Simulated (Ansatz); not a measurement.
# Cu(111) (Fm-3m bulk, 4 atomic planes (those closer than 0.6 Å count as one), 6 Å) with one Cu vacancy in a 2 × 2 cell: simulated STM

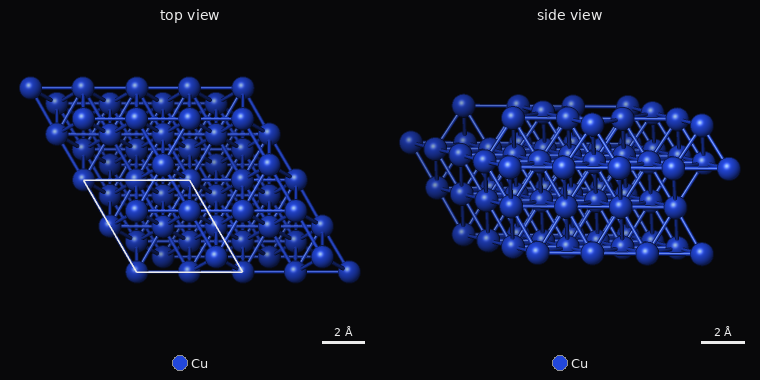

The relaxed structure from above and from the side.

Method: Ansatz 0.2.0, DFT PBEsol, scalar-relativistic, plane waves, PAW. Cutoff 420 eV, 12 × 12 k-points, Gaussian smearing 0.1 eV, dipole correction. The slab is a cut without reconstruction beyond its cell, at the source's lattice constants, with its lower half held fixed and the rest relaxed. The defects repeat every 5.1 Å and interact, so states at the Fermi level and the work function belong to this dense array. No spin polarisation. The run couldn't confirm all of its levels under its output density. The run warns that the functional's potential is rough in the thin density of the vacuum, where the tip is; weak contrasts and barriers may feel it.

Tersoff–Hamann simulation (s-wave tip); biases are sample biases. Bias windows are sharp sums over the levels of the k mesh.

Input

```yaml
crystal:
  lattice:
    - [5.11238202, 0.0, 0.0]
    - [-2.55619102, 4.42745272, 0.0]
    - [0.0, 0.0, 24.2613635166]
  atoms:
    - { symbol: Cu, position: [0.333333334, 0.1666666667, 0.3709601892] }
    - { symbol: Cu, position: [0.3333333334, 0.6666666654, 0.3709601892] }
    - { symbol: Cu, position: [0.8333333353, 0.1666666673, 0.3709601892] }
    - { symbol: Cu, position: [0.8333333346, 0.6666666661, 0.3709601892] }
    - { symbol: Cu, position: [0.1666666667, 0.3333333327, 0.4569867297] }
    - { symbol: Cu, position: [0.1666666661, 0.8333333314, 0.4569867297] }
    - { symbol: Cu, position: [0.666666668, 0.3333333334, 0.4569867297] }
    - { symbol: Cu, position: [0.6666666673, 0.8333333321, 0.4569867297] }
    - { symbol: Cu, position: [0.0045230835, 0.0022615417, 0.5402313541] }
    - { symbol: Cu, position: [-6.0e-10, 0.4999999987, 0.5397374451] }
    - { symbol: Cu, position: [0.4977384595, 0.0022615424, 0.5402313541] }
    - { symbol: Cu, position: [0.4977384589, 0.4954769159, 0.5402313541] }
    - { symbol: Cu, position: [0.3336943247, 0.6668471611, 0.6200458986] }
    - { symbol: Cu, position: [0.8331528396, 0.166305676, 0.6200458986] }
    - { symbol: Cu, position: [0.833152839, 0.6668471617, 0.6200458986] }
basis:
  ecutwfc: 420.0
  fft_grid_basis: typed
kpoints:
  mp_grid: { grid: [12, 12, 1] }
hamiltonian:
  xc: pbesol
  pseudopotentials: { kind: paw }
scf:
  occupations: { method: gaussian, width: 0.1 }
output:
  forces: true
  eigenvalues: true
  band_densities:
    - { e_range: [-2.0, -1.0] }
    - { e_range: [-1.0, -0.5] }
    - { e_range: [-0.5, -0.25] }
    - { e_range: [-0.25, 0.0] }
    - { e_range: [0.0, 0.25] }
    - { e_range: [0.25, 0.5] }
    - { e_range: [0.5, 1.0] }
    - { e_range: [1.0, 1.5] }
  band_residual_tolerance: 1.0e-05
  write_potential: true
  elf: true
  write_density: true
  volumetric_format: npy
efield:
  axis: 3
  dipole_correction: true
  ramp_width: 0.04
checkpoint:
  read: start.run
  write: ck
  compress: false
  write_wavefunctions: false
  write_every: 100000
```

Command:

```sh
ansatz run input.yaml --threads 4 --pin off --max-ram 8847MiB --backend cpu --events-out ev --progress --plain --runs-dir out
```

Run time of this step alone (it restarts from the relaxed density): 100 s on 4 threads of AMD EPYC 7R43 64-Core Processor (Zen 3), on a shared host, peak memory 2.9 GiB.

## 1. The defect in the image

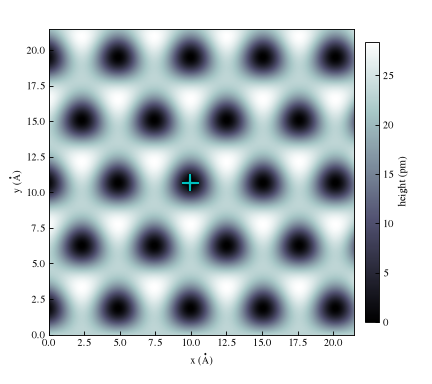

Constant-current image at a set point of 2.1 × 10⁻⁵ e/Å³, sample bias −1.00 V, of Cu(111) (Fm-3m bulk, 4 atomic planes (those closer than 0.6 Å count as one), 6 Å) with one defect or adsorbate in every 2 × 2 cell; the cross marks its site, and a white outline, where drawn, is that cell.

Question: The feature is a Cu vacancy. How does it appear?

Answer: Its site appears as a dip 29 pm below the bright spots that ring it, and 25 pm below the mean of the area farther than 2.4 Å from it. The brightest spots lie over the sites above the Cu atoms 1.9 Å below the top plane away from the vacancy, with weaker maxima over points 1.4 Å to the side of the top Cu atoms; the darkest points are over the vacancy.

## 2. One image

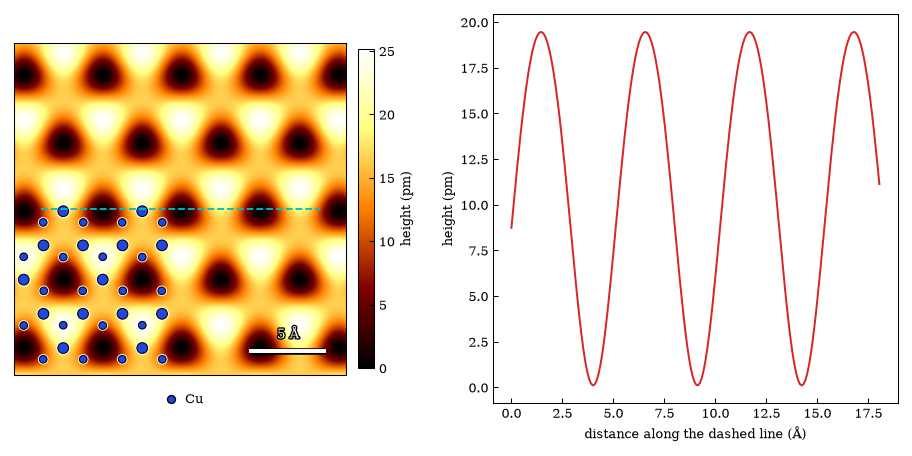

Constant-current image at a set point of 3.6 × 10⁻⁶ e/Å³ of this surface, sample bias −0.25 V. The atoms seen from above are drawn over one corner (deeper ones smaller). The right panel is the profile along the dashed line.

Question: What lies under the maxima and minima of this image?

Answer: The brightest spots lie over the sites above the Cu atoms 1.9 Å below the top plane away from the vacancy, with weaker maxima over points 1.4 Å to the side of the top Cu atoms; the darkest points are over the vacancy. The corrugation is 25 pm at a mean tip height of 4.0 Å.

## 3. Approach curves

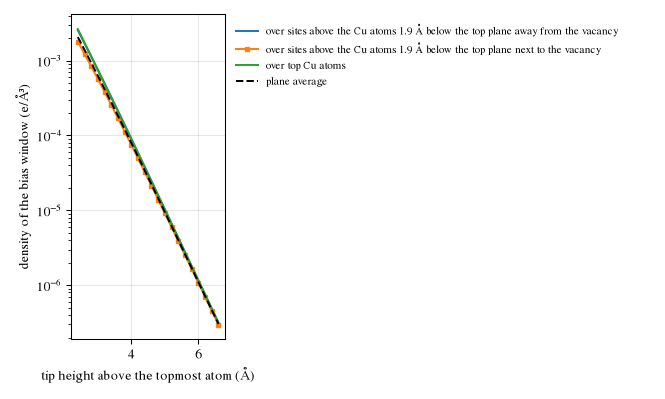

Approach curves over this surface at a sample bias of +1.00 V.

Question: Estimate the decay constant and the apparent barrier, and compare with the vacuum level, which the run puts 4.56 eV above zero bias.

Answer: Near 4 Å the plane average falls as exp(−2.10 z/Å), a factor of 8.2 per ångström, which gives an apparent barrier of 4.2 eV (0.952 eV Å² times the slope squared). The upper edge of the window lies 3.56 eV under the vacuum level. The apparent barrier is above 3.56 eV. At 4 Å the 0.50 eV of states nearest the upper edge carry 55 % of the density.

## 4. States by depth

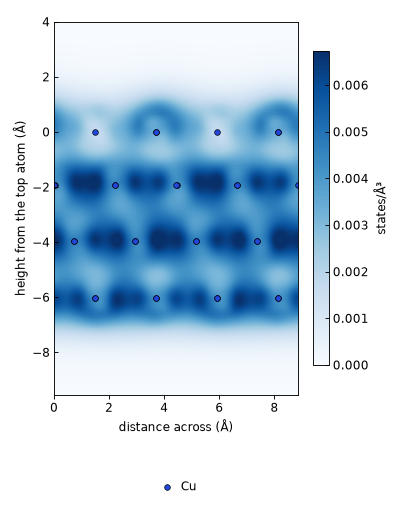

Density of all states between −0.25 and 0.00 eV (zero: the Fermi level) of this surface: side view, averaged along the second cell vector.

The picture shows the smooth PAW orbitals' density alone, which lacks about 42 % of these states' charge, near the nuclei; the shares below count all of it.

Question: Where in the slab do these states sit?

Answer: The window holds 1.5 states per cell. Shares by plane (space cut midway between planes), top to bottom: Cu (3 atoms) 18 %, Cu (4 atoms) 26 %, Cu (4 atoms) 28 %, Cu (4 atoms) 28 %; the outer planes' shares include the vacuum, and density in a gap between layers is shared out between the planes on either side. The states spread through the slab.

## 5. Bias series

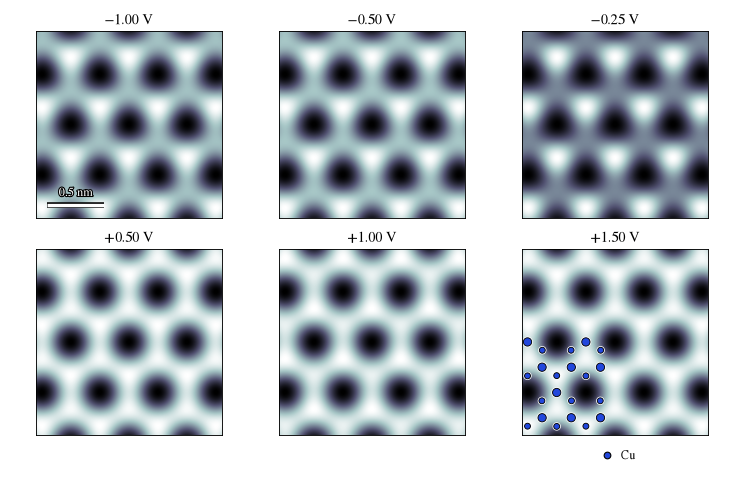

Constant-height images of this surface at 6 sample biases, each on its own colour scale; the last has the atoms seen from above drawn over one corner (deeper ones smaller).

Question: How do the images change with bias?

Answer:
| bias | height (Å) | bright/dark | brightest over |
| --- | --- | --- | --- |
| −1.00 V | 4.5 | 1.7 | sites above the Cu atoms 1.9 Å below the top plane away from the vacancy |
| −0.50 V | 4.5 | 1.6 | sites above the Cu atoms 1.9 Å below the top plane away from the vacancy |
| −0.25 V | 4.5 | 1.5 | sites above the Cu atoms 1.9 Å below the top plane away from the vacancy |
| +0.50 V | 4.5 | 1.5 | sites above the Cu atoms 1.9 Å below the top plane away from the vacancy and points 1.4 Å to the side of the top Cu atoms |
| +1.00 V | 4.5 | 1.5 | points 1.4 Å to the side of the top Cu atoms and sites above the Cu atoms 1.9 Å below the top plane away from the vacancy |
| +1.50 V | 4.5 | 1.6 | sites above the Cu atoms 1.9 Å below the top plane away from the vacancy and points 1.4 Å to the side of the top Cu atoms |

The slab has states at the Fermi level, so this model gives a current down to small biases. Its work function (top face) is 4.56 eV.
